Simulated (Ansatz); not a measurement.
Au (P6_3/mmc, No. 194): the geometry relaxed with DFT PBE, scalar-relativistic, plane waves, PAW (Ansatz 0.2.0); the starting structure was generated, so it need not be a known form of this composition.

```
Au
1.0
     2.93153    0.00000    0.00000
    -1.46577    2.53878    0.00000
     0.00000    0.00000    9.66415
Au
4
Direct
  0.00000 0.00000 0.00000
  0.00000 0.00000 0.50000
  0.33333 0.66667 0.75000
  0.66667 0.33333 0.25000
```

Q: What will an integrated-DPC-like image along [100] show? Simulated as the projected potential of neutral atoms (B = 0.5 Å²) blurred by a 1.12 Å probe, the thin-sample limit of integrated differential phase contrast.

A: The columns repeat on a rectangular net of 2.54 × 9.66 Å (plane group p2mg). All columns are alike (Au). The shortest distance between visible columns is 2.54 Å in projection. Along the beam the structure repeats every 2.93 Å.

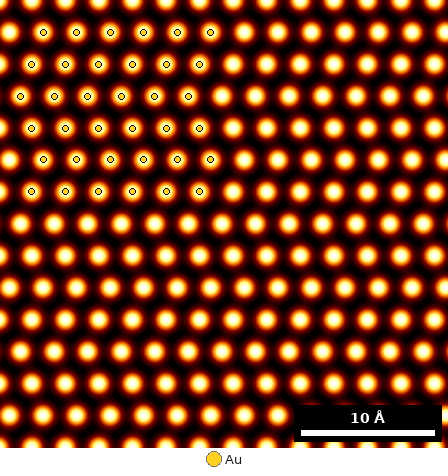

The simulated image, with the columns of the model marked in one corner.
